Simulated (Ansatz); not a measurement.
Rb

```xyz
8
Lattice="-0.0015 -0.0015 4.7374 -8.7516 8.7516 0.0000 -8.8378 -8.8378 0.0057" Properties=species:S:1:pos:R:3 pbc="T T T"
Rb   -8.8166   -4.4408    1.1886
Rb  -13.1932   -0.0658    3.5573
Rb   -8.7735    4.3539    1.1858
Rb   -4.3985   -0.0227    3.5545
Rb   -4.4194   -4.4184    0.0028
Rb   -8.7960   -0.0434    2.3715
Rb   -4.3763    4.3763    0.0000
Rb   -0.0013   -0.0002    2.3687
```

Space group Fddd; set up as Rb, beta-Sn type; a generated structure, not necessarily the stable one; changed on purpose from its base cell (volume × 0.96).

Method: Ansatz, DFT, PBE, plane waves (420 eV) with PAW, scalar-relativistic.

What will maps of the valence pseudo-density and electron localisation function show?

Answer. Rb–Rb (4.55 Å): the density is about 0.02 e/Å³ at the midpoint; the ELF is about 0.10 at the midpoint (no localised pair shows between them).
Rb–Rb (4.74 Å): ρ at the midpoint is about 0.02 e/Å³; the ELF is about 0.15 at the midpoint: no shared electron pair shows on this line.

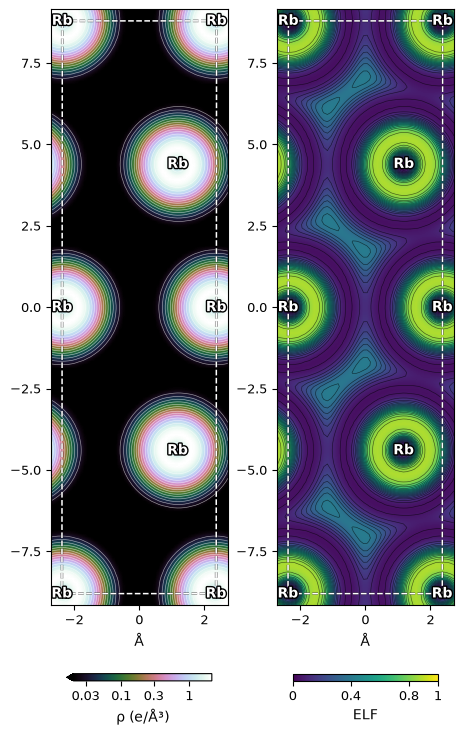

Computed valence pseudo-density and electron localisation function on the (011̄) plane of the conventional cell, in this order. 

The density is the valence pseudo-density of a PAW calculation; it isn't the true density close to the nuclei.
